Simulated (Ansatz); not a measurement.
**W: single-point calculation (part 1 of 2)**

System: W (slab, 12 atoms in the cell).
Method: DFT, revPBE, plane waves, PAW, no spin polarisation (Ansatz 0.2.0).

The structure derives from an entry of the Crystallography Open Database. Figures and captions count atoms from 1; the log counts them from 0 in places.

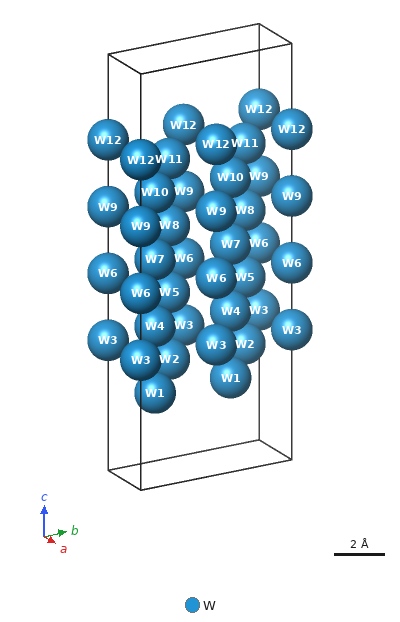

**Figure 1.** The input geometry (spheres-only view of the 1 × 2 repeat of the cell, with the vacuum cut short, seen slightly off an axis; atoms are numbered from 1 in the order of the input). An atom can appear more than once, as a periodic image.

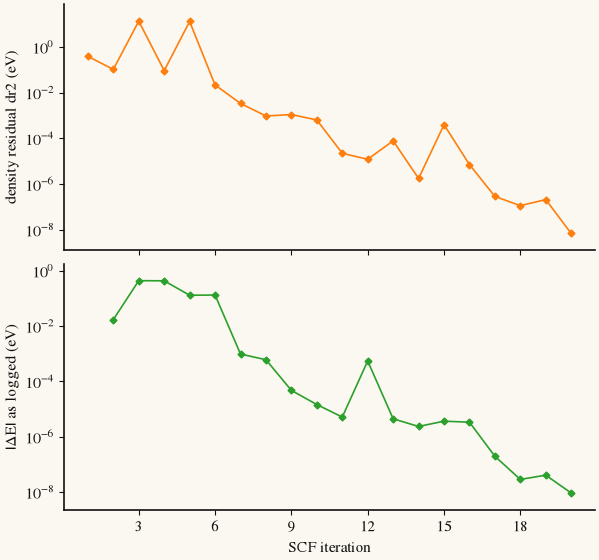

**Figure 2.** Convergence of the self-consistent field: density residual dr2 and size of the energy change against the SCF iteration. The residual falls unevenly and jumps up by a factor of two or more 4 times on the way down.

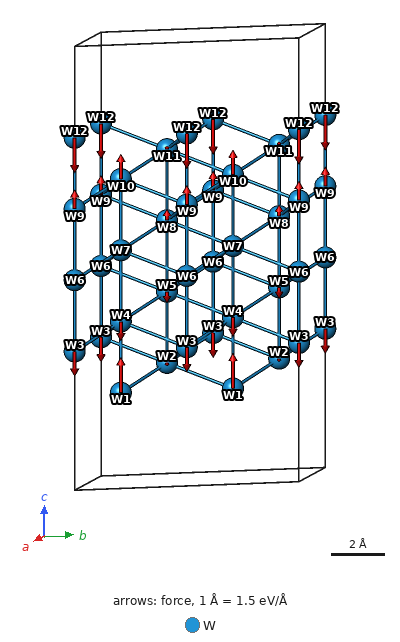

**Figure 3.** Forces on the atoms as red arrows (ball-and-stick view of the 1 × 2 repeat of the cell, with the vacuum cut short, seen slightly off an axis; atoms are numbered from 1 in the order of the input); the smallest are left out. The largest act on W1, W12 (2.06 eV/Å); W3, W10 (1.46 eV/Å); W4, W9 (1.14 eV/Å); W5, W8 (0.67 eV/Å). The geometry is not a stationary point of this energy.

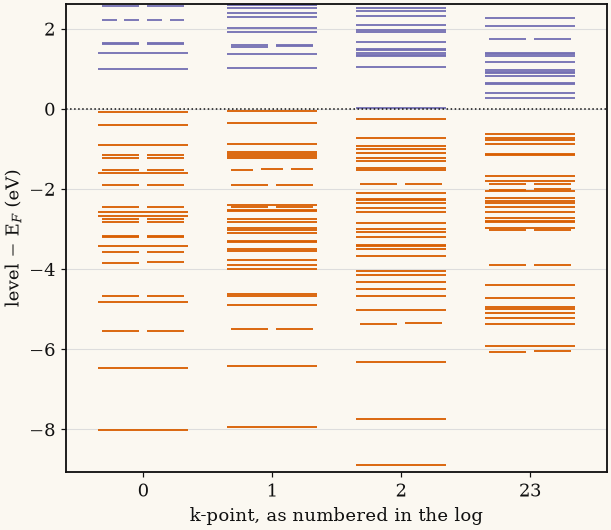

**Figure 4.** Kohn–Sham levels near the Fermi level (dotted) at the few k-points that the log prints; levels within 0.02 eV of each other stand side by side. The system is metallic on the full mesh.

These pictures come from the run below.

## Input file
```yaml
crystal:
  lattice:
    - [4.4609390818, 0.0, 0.0]
    - [-2.2304695409, 3.8632865695, 0.0]
    - [0.0, 0.0, 25.016439147]
  atoms:
    - { symbol: W, position: [0.6666666667, 0.3333333333, 0.2998028599] }
    - { symbol: W, position: [0.3333333333, 0.6666666667, 0.3362023399] }
    - { symbol: W, position: [0.0, 0.0, 0.3726018199] }
    - { symbol: W, position: [0.6666666667, 0.3333333333, 0.4090012999] }
    - { symbol: W, position: [0.3333333333, 0.6666666667, 0.44540078] }
    - { symbol: W, position: [0.0, 0.0, 0.48180026] }
    - { symbol: W, position: [0.6666666667, 0.3333333333, 0.51819974] }
    - { symbol: W, position: [0.3333333333, 0.6666666667, 0.55459922] }
    - { symbol: W, position: [0.0, 0.0, 0.5909987001] }
    - { symbol: W, position: [0.6666666667, 0.3333333333, 0.6273981801] }
    - { symbol: W, position: [0.3333333333, 0.6666666667, 0.6637976601] }
    - { symbol: W, position: [0.0, 0.0, 0.7001971401] }
basis:
  ecutwfc: 420
kpoints:
  mp_grid: { grid: [14, 14, 1] }
hamiltonian:
  xc: revpbe
scf:
  occupations: { method: tetrahedron_uncorrected }
output:
  forces: true
  eigenvalues: true
  stress: true
efield:
  axis: 3
  dipole_correction: true
  ramp_width: 0.04
```

Run as:
```bash
ansatz run input.yaml --threads 2 --pin off --max-ram 5120MiB --backend cpu --events-out ev --progress --plain --runs-dir out
```

## The program's output
```
Engine: ansatz 0.2.0, x86_64-unknown-linux-gnu
Pseudopotentials: kind: paw
Pseudopotential: W, paw, valence charge 14, recommended cutoff 420 eV (normal), W.paw.azcp
Functional definition: revPBE
  parameter kappa = 1.245
  parameter beta = 0.06672455060314922
  exchange = pbe_x(kappa = kappa, mu = beta*pi^2/3)
  correlation = pbe_c(beta = beta)
Crystal: 12 atoms, lattice volume = 431.130 Å³
Basis set: ecut = 420 eV, 8477 PW (Γ), exchange–correlation on 60×60×360 points (8 copies of the dense FFT grid, shifted against one another)
Bands: 101, of which v1, the nominal top of the filled ones, is band 84 counted from 1 (83 counted from 0)
Symmetry: 6 space group operations
k-points: 24 of 196 (time reversal used)
Non-local potential: W, projectors of the file, l = 0: 3, l = 1: 2, l = 2: 2, l = 3: 1
PAW form: soft (Blöchl's): semilocal exchange-correlation on the pseudo side does not see the compensation charge
PAW frozen core: W, regenerated for the run's functional, and the local potential with it (the file was generated under x = pbe(κ = 0.804, μ = 0.2195149727645171), c = pbe(β = 0.06672455060314922))
PAW one-centre angular grid: W, 590 points (default); XC on 64 Gauss nodes
Initial density: superposition of atomic densities (neutral atoms: chi_scale 0, normalization atom), corrected by the library's trained network
Initial wavefunctions: pseudopotential atomic-orbital guess
Functional: x = revpbe(κ = 1.245, μ = 0.2195149727645171), c = pbe(β = 0.06672455060314922)
```
